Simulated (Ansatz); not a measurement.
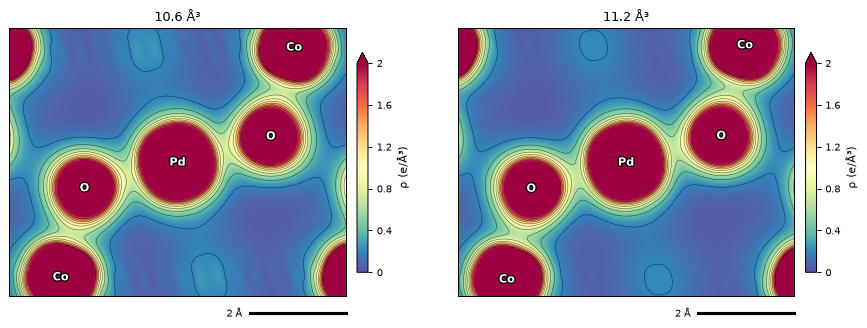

CoPdO$_{2}$. The valence charge density (pseudo) of cells scaled evenly to different volumes (given per atom above each panel), on the (101̄) plane of each (indices in the axes of the cell below), at one length scale and on one colour scale.

A structure from a database of computed crystals, not necessarily the ambient phase; the program warned that a starting moment wasn't kept; spin-polarised, but the moments vanished.

All numbers below come from Kohn-Sham DFT of a periodic cell, PBEsol, Ansatz PAW in Ansatz.

In a PAW calculation such maps are meaningful between the atoms, not at the nuclei.

The largest cell:

```cif
data_structure
_symmetry_space_group_name_H-M 'P 1'
_symmetry_Int_Tables_number 1
_cell_length_a 2.9195
_cell_length_b 6.3041
_cell_length_c 2.9195
_cell_angle_alpha 103.389
_cell_angle_beta 60.000
_cell_angle_gamma 103.389
_cell_volume 44.84
loop_
_atom_site_label
_atom_site_type_symbol
_atom_site_fract_x
_atom_site_fract_y
_atom_site_fract_z
_atom_site_occupancy
Pd1 Pd 0.00000 0.00000 0.00000 1
Co1 Co 0.50000 0.50000 0.50000 1
O1 O 0.11248 0.33743 0.11248 1
O2 O 0.88752 0.66257 0.88752 1
```

| volume (Å³/atom) | Co–O contact in the plane (Å) | ρ at its midpoint (e/Å³) | pressure (GPa) | 
| --- | --- | --- | --- |
| 10.58 | 1.916 | 0.722 | −10.6 | 
| 10.79 | 1.929 | ? | ? | 
| 11.21 | 1.954 | 0.659 | −20.2 | 

> Estimate the missing row, and compare with the calculation.

Over the known rows ln ρ falls by 2.40 per Å of Co–O distance (the line through the two), which gives 0.700 e/Å³ at 1.929 Å; the calculation gives 0.700 e/Å³. For the pressure, a straight line in volume between the neighbouring rows gives −13.8 GPa; the calculation gives −14.2, lower because pressure rises ever faster on compression.
